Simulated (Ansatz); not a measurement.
Consider GaP.

```yaml
crystal:
  lattice:
    - [3.45666, 0.00000, 0.00000]
    - [0.00000, 3.45666, 0.00000]
    - [0.00000, 0.00000, 2.80256]
  atoms:
    - { symbol: Ga, position: [0.00000, 0.00000, 0.00000] }
    - { symbol: P, position: [0.50000, 0.50000, 0.50000] }
```

Space group P4/mmm; a generated structure, not necessarily the stable one; computed pressure about −2 GPa in this cell.

Computed with Ansatz, Kohn-Sham DFT of a periodic cell, PBE0, spin-orbit coupling, Ansatz PAW.

Question: Predict the valence pseudo-density and electron localisation function between the atoms.

Answer: Ga–P (2.82 Å): ρ is about 0.24 e/Å³ halfway; the ELF peaks at about 0.85 in the valence shell of P, 0.8 Å from its nucleus, and is about 0.45 at the midpoint.

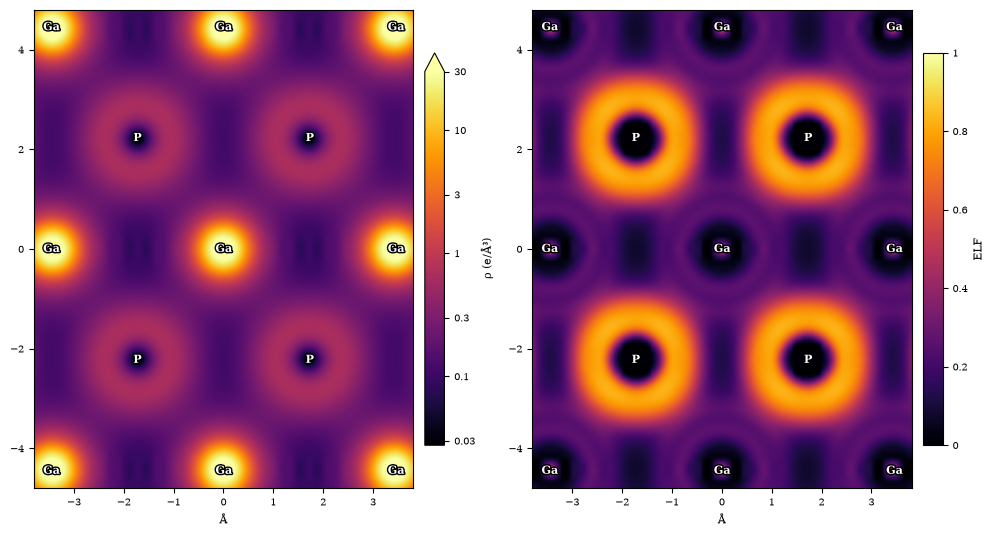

Computed valence pseudo-density and electron localisation function on the (101) plane of the conventional cell, in this order. 

The density is the valence pseudo-density of a PAW calculation; it isn't the true density close to the nuclei.
